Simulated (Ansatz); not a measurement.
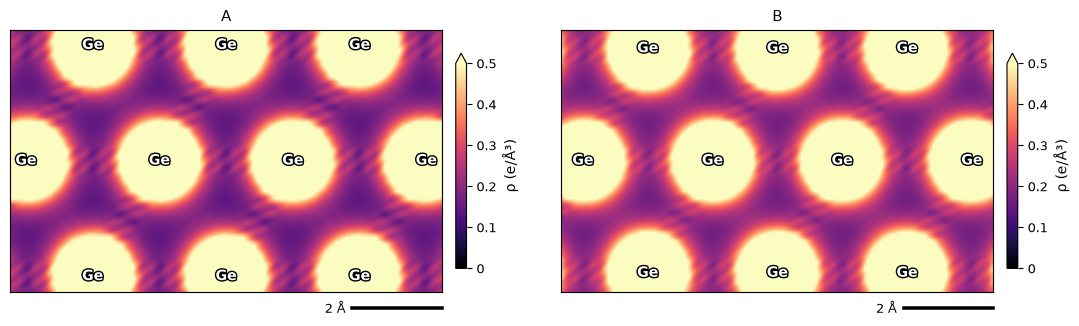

Ge. The valence charge density (pseudo) of two cells that differ in size, on the (100) plane of each (indices in the axes of the calculation cell), at one length scale and on one colour scale; one has 17.2 and the other 18.8 Å³ an atom.

These are results of DFT, PBE, plane waves (420 eV) with PAW, scalar-relativistic (Ansatz), not measurements.

The larger cell:

```xyz
1
Lattice="0.0000 2.1096 2.1096 2.1096 0.0000 2.1096 2.1096 2.1096 0.0000" Properties=species:S:1:pos:R:3 pbc="T T T"
Ge    0.0000    0.0000    0.0000
```

The smaller cell: a = 2.898 Å, b = 2.898 Å, c = 2.898 Å, α = 60.00°, β = 60.00°, γ = 60.00°.

Q: Which is the denser cell? Describe the effect of the change.

A: Panel B is the smaller cell, by 8 % in volume. From the larger cell to the smaller, Ge–Ge goes from 2.98 to 2.90 Å, and the density at its midpoint from 0.2 to 0.23 e/Å³; the pressure goes from 3.0 to 11 GPa.
